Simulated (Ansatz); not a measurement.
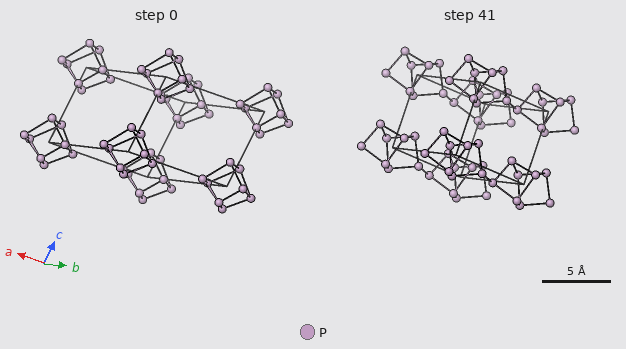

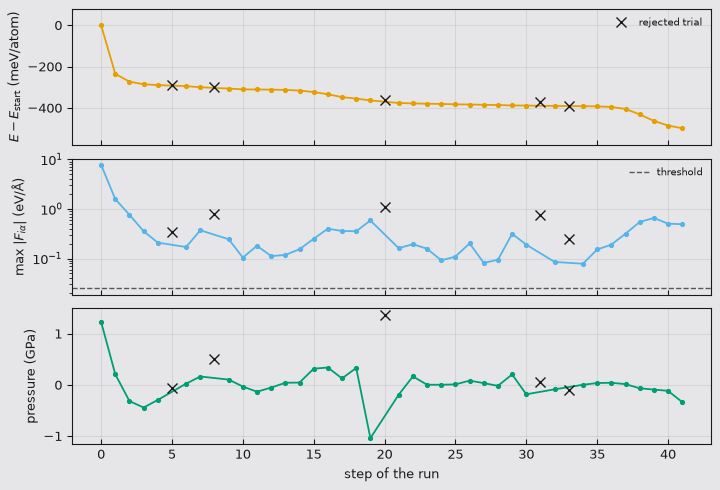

First and last geometry of a relaxation of crystalline P (a generated structure, set up in P1) (coarse preliminary run), with the history of the run. A ball-and-stick model of the cell of the calculation, seen from a free direction.

The calculation used DFT PBE, scalar-relativistic, plane waves, PAW in Ansatz.

Input file:
```yaml
crystal:
  lattice:
    - [-4.983867962, 4.7605431797, 5.0790149256]
    - [4.9578177612, -4.8050320995, 5.0974536446]
    - [4.9618345445, 4.782998682, -5.1235038454]
  atoms:
    - { symbol: P, position: [0.2327492133, -0.013800211, -0.0098499661] }
    - { symbol: P, position: [0.7963305168, 0.7974747671, 0.7694038729] }
    - { symbol: P, position: [0.0110904872, 0.2210289287, -0.0095181726] }
    - { symbol: P, position: [-0.0280592162, 0.0099437781, 0.2482134093] }
    - { symbol: P, position: [0.0100537318, 0.7651347152, 0.0124636224] }
    - { symbol: P, position: [0.2403513853, 0.2259371407, 0.2403816463] }
    - { symbol: P, position: [0.74407539, 0.0031469871, -0.0388660881] }
    - { symbol: P, position: [-0.0065915083, -0.0088661059, 0.7877716759] }
basis:
  ecutwfc: 420
kpoints:
  mp_grid: { grid: [2, 2, 2] }
hamiltonian:
  xc: pbe
scf:
  occupations: { method: gaussian, width: 0.1 }
  lower_state_search: "off"
output:
  forces: true
  stress: true
  eigenvalues: true
relax:
  adjacent_minimum: "off"
  f_tol: 0.025
  max_steps: 60
  cell: { stress_tol: 0.25 }
```

Launched with:
```bash
ansatz run input.yaml --threads 1 --pin off --max-ram 2048MiB --backend cpu --events-out ev --progress --plain --runs-dir out
```

### What do the curves and the structures tell?

The run was cut off at its time limit before the relaxation converged, so the last structure is only a point on the way. The largest move relative to the cell is that of P4, 1.40 Å along [−2 3 −1]. Cell: a 8.561 → 6.423 Å (−25.0 %), b 8.582 → 8.392 Å (−2.2 %), c 8.588 → 8.366 Å (−2.6 %), α 109.4° → 121.8°, β 112.4° → 109.7°, γ 107.2° → 91.4°. Volume −27.5 %. Near-neighbour distances that change, for instance: P1–P7 4.441 → 2.234 Å, P3–P4 3.341 → 2.228 Å, P5–P6 3.266 → 2.275 Å, P3–P7 2.347 → 3.071 Å. New bonds form: P1–P7 (4.44 → 2.23 Å), P3–P4 (3.34 → 2.23 Å), P5–P6 (3.27 → 2.28 Å). Bonds break: P3–P7 (2.35 → 3.07 Å). Among the angles between lasting bonds that change: P1–P6–P3 85.0° → 94.0°, P1–P8–P2 96.8° → 88.7°, P6–P3–P8 91.4° → 83.6°. The space group stays P1 (No. 1). Over 36 accepted moves (41 points after the start) the energy falls by 498 meV per atom. Largest force component: 7.8 eV/Å at the start, 0.49 eV/Å at the end. Pressure: 1.23 GPa at the start and −0.33 GPa at the end. The line search rejected the trial steps at points 5, 8, 20, 31, 33 of the run. Cost: 4.8 min on 1 thread of Intel(R) Xeon(R) Platinum 8375C CPU @ 2.90GHz (Ice Lake), on a shared host, peak memory 0.64 GiB.

```json
{"step": "0", "E − E(0), meV/atom": "0.00", "largest force component, eV/Å": "7.8265", "pressure, GPa": "1.23", "volume, Å³/atom": "60.210", "note": ""}
{"step": "1", "E − E(0), meV/atom": "-235.13", "largest force component, eV/Å": "1.5834", "pressure, GPa": "0.21", "volume, Å³/atom": "59.893", "note": ""}
{"step": "2", "E − E(0), meV/atom": "-273.05", "largest force component, eV/Å": "0.7648", "pressure, GPa": "-0.32", "volume, Å³/atom": "60.333", "note": ""}
{"step": "3", "E − E(0), meV/atom": "-285.43", "largest force component, eV/Å": "0.3562", "pressure, GPa": "-0.44", "volume, Å³/atom": "60.382", "note": ""}
{"step": "4", "E − E(0), meV/atom": "-289.52", "largest force component, eV/Å": "0.2095", "pressure, GPa": "-0.29", "volume, Å³/atom": "60.102", "note": ""}
{"step": "5", "E − E(0), meV/atom": "-289.51", "largest force component, eV/Å": "0.3504", "pressure, GPa": "-0.06", "volume, Å³/atom": "58.150", "note": "rejected"}
{"step": "6", "E − E(0), meV/atom": "-294.76", "largest force component, eV/Å": "0.1707", "pressure, GPa": "0.03", "volume, Å³/atom": "58.967", "note": ""}
{"step": "7", "E − E(0), meV/atom": "-299.93", "largest force component, eV/Å": "0.3716", "pressure, GPa": "0.16", "volume, Å³/atom": "57.459", "note": ""}
{"step": "8", "E − E(0), meV/atom": "-299.33", "largest force component, eV/Å": "0.8090", "pressure, GPa": "0.50", "volume, Å³/atom": "55.332", "note": "rejected"}
{"step": "9", "E − E(0), meV/atom": "-306.45", "largest force component, eV/Å": "0.2455", "pressure, GPa": "0.10", "volume, Å³/atom": "56.507", "note": ""}
{"step": "10", "E − E(0), meV/atom": "-310.27", "largest force component, eV/Å": "0.1046", "pressure, GPa": "-0.03", "volume, Å³/atom": "55.645", "note": ""}
{"step": "12", "E − E(0), meV/atom": "-311.57", "largest force component, eV/Å": "0.1120", "pressure, GPa": "-0.05", "volume, Å³/atom": "53.365", "note": ""}
{"step": "13", "E − E(0), meV/atom": "-312.67", "largest force component, eV/Å": "0.1181", "pressure, GPa": "0.04", "volume, Å³/atom": "51.488", "note": ""}
{"step": "15", "E − E(0), meV/atom": "-323.21", "largest force component, eV/Å": "0.2505", "pressure, GPa": "0.32", "volume, Å³/atom": "43.336", "note": ""}
{"step": "17", "E − E(0), meV/atom": "-347.67", "largest force component, eV/Å": "0.3599", "pressure, GPa": "0.13", "volume, Å³/atom": "38.369", "note": ""}
{"step": "18", "E − E(0), meV/atom": "-354.99", "largest force component, eV/Å": "0.3551", "pressure, GPa": "0.33", "volume, Å³/atom": "36.494", "note": ""}
{"step": "20", "E − E(0), meV/atom": "-360.45", "largest force component, eV/Å": "1.0915", "pressure, GPa": "1.37", "volume, Å³/atom": "36.414", "note": "rejected"}
{"step": "21", "E − E(0), meV/atom": "-376.14", "largest force component, eV/Å": "0.1616", "pressure, GPa": "-0.19", "volume, Å³/atom": "37.190", "note": ""}
{"step": "23", "E − E(0), meV/atom": "-379.66", "largest force component, eV/Å": "0.1576", "pressure, GPa": "0.00", "volume, Å³/atom": "37.314", "note": ""}
{"step": "25", "E − E(0), meV/atom": "-382.55", "largest force component, eV/Å": "0.1095", "pressure, GPa": "0.01", "volume, Å³/atom": "37.614", "note": ""}
{"step": "26", "E − E(0), meV/atom": "-383.59", "largest force component, eV/Å": "0.2022", "pressure, GPa": "0.08", "volume, Å³/atom": "38.306", "note": ""}
{"step": "28", "E − E(0), meV/atom": "-386.09", "largest force component, eV/Å": "0.0944", "pressure, GPa": "-0.02", "volume, Å³/atom": "38.560", "note": ""}
{"step": "30", "E − E(0), meV/atom": "-388.62", "largest force component, eV/Å": "0.1904", "pressure, GPa": "-0.18", "volume, Å³/atom": "39.422", "note": ""}
{"step": "31", "E − E(0), meV/atom": "-370.07", "largest force component, eV/Å": "0.7433", "pressure, GPa": "0.06", "volume, Å³/atom": "39.572", "note": "rejected"}
{"step": "33", "E − E(0), meV/atom": "-389.77", "largest force component, eV/Å": "0.2511", "pressure, GPa": "-0.10", "volume, Å³/atom": "39.902", "note": "rejected"}
{"step": "34", "E − E(0), meV/atom": "-391.46", "largest force component, eV/Å": "0.0785", "pressure, GPa": "0.00", "volume, Å³/atom": "39.463", "note": ""}
{"step": "36", "E − E(0), meV/atom": "-395.29", "largest force component, eV/Å": "0.1906", "pressure, GPa": "0.04", "volume, Å³/atom": "40.284", "note": ""}
{"step": "38", "E − E(0), meV/atom": "-431.42", "largest force component, eV/Å": "0.5459", "pressure, GPa": "-0.07", "volume, Å³/atom": "41.983", "note": ""}
{"step": "39", "E − E(0), meV/atom": "-462.73", "largest force component, eV/Å": "0.6598", "pressure, GPa": "-0.09", "volume, Å³/atom": "42.966", "note": ""}
{"step": "41", "E − E(0), meV/atom": "-498.32", "largest force component, eV/Å": "0.4935", "pressure, GPa": "-0.33", "volume, Å³/atom": "43.627", "note": ""}
```
